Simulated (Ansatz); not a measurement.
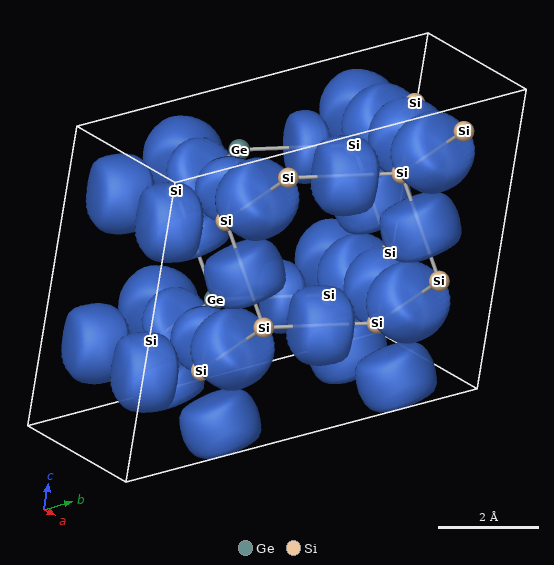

*Si7Ge. Isosurface of the ELF at 0.7 (blue), seen slightly off an axis. Core shells and regions of very low density are left out. Sticks mark near contacts.*

Space group Amm2; a generated structure, not necessarily the stable one.

All numbers below come from DFT PBEsol, scalar-relativistic, plane waves, PAW in Ansatz.

In a PAW calculation such maps are meaningful between the atoms, not at the nuclei.

```
Ge Si
1.0
     0.00040    5.45958    5.45903
     5.45958    0.00040    5.45903
     5.45998    5.45998    0.00000
Ge Si
2 14
Direct
  0.37502 0.37502 0.37498
  0.37502 0.37502 0.87498
  0.37503 0.87493 0.37502
  0.37503 0.87493 0.87502
  0.87493 0.37503 0.37502
  0.87493 0.37503 0.87502
  0.87498 0.87498 0.37502
  0.87498 0.87498 0.87502
  0.24729 0.24729 0.25271
  0.24729 0.24729 0.75271
  0.24853 0.75411 0.24868
  0.24853 0.75411 0.74868
  0.75411 0.24853 0.24868
  0.75411 0.24853 0.74868
  0.75010 0.75010 0.24990
  0.75010 0.75010 0.74990
```

Q: Where are the electrons localised?

A: The surface consists of eight regions between bonded Ge–Si atoms (shared pairs) and 24 regions between bonded Si–Si atoms (shared pairs), counted in one cell of 16 atoms. Any copies at cell faces, edges or corners count once.

Values along the shortest contacts:
Si–Si (2.35 Å): the ELF peaks at about 0.95 between the atoms: localised, covalent bonding. Si–Ge (2.38 Å): the ELF peaks at about 0.90 between the atoms (a covalent bond).
